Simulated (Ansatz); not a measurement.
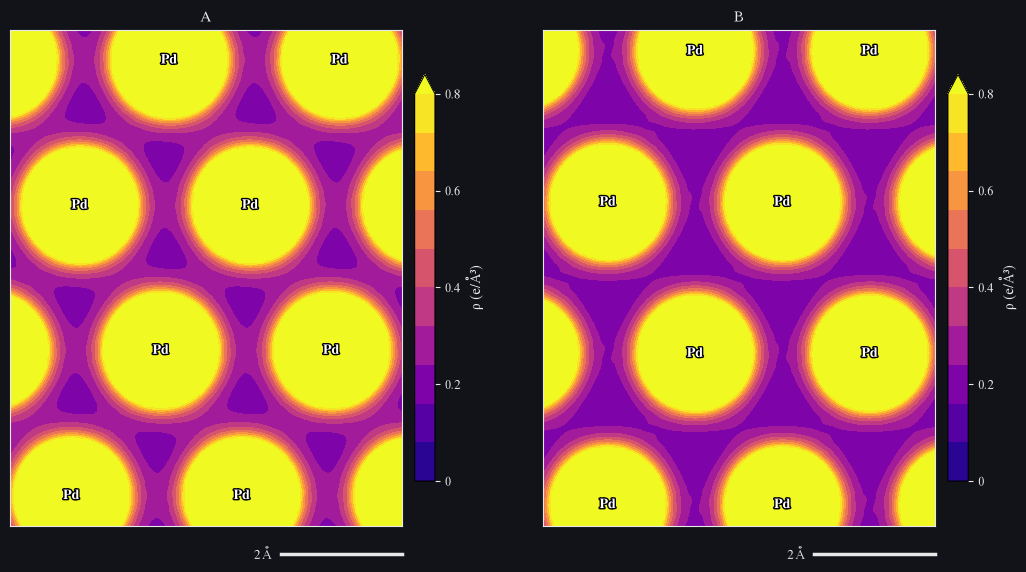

Pd. The valence charge density (pseudo) of two cells that differ in size and shape, on the (001) plane of each (indices in the axes of the calculation cell), at one length scale and on one colour scale; one has 15.4 and the other 17.0 Å³ an atom.

Computed with DFT PBEsol, scalar-relativistic, plane waves, PAW (Ansatz 0.2.0).

The larger cell:

```cif
data_structure
_symmetry_space_group_name_H-M 'P 1'
_symmetry_Int_Tables_number 1
_cell_length_a 2.8880
_cell_length_b 2.8880
_cell_length_c 2.8880
_cell_angle_alpha 60.000
_cell_angle_beta 60.000
_cell_angle_gamma 60.000
_cell_volume 17.03
loop_
_atom_site_label
_atom_site_type_symbol
_atom_site_fract_x
_atom_site_fract_y
_atom_site_fract_z
_atom_site_occupancy
Pd1 Pd 0.00000 0.00000 0.00000 1
```

The smaller cell: a = 2.820 Å, b = 2.820 Å, c = 2.751 Å, α = 60.81°, β = 60.81°, γ = 58.37°.

### Which panel shows the smaller cell, and what does the compression change?

Panel A is the smaller cell, by 9 % in volume. From the larger cell to the smaller, Pd–Pd goes from 2.89 to 2.75 Å, and the density at its midpoint from 0.23 to 0.3 e/Å³; the pressure goes from −21 to −10 GPa.
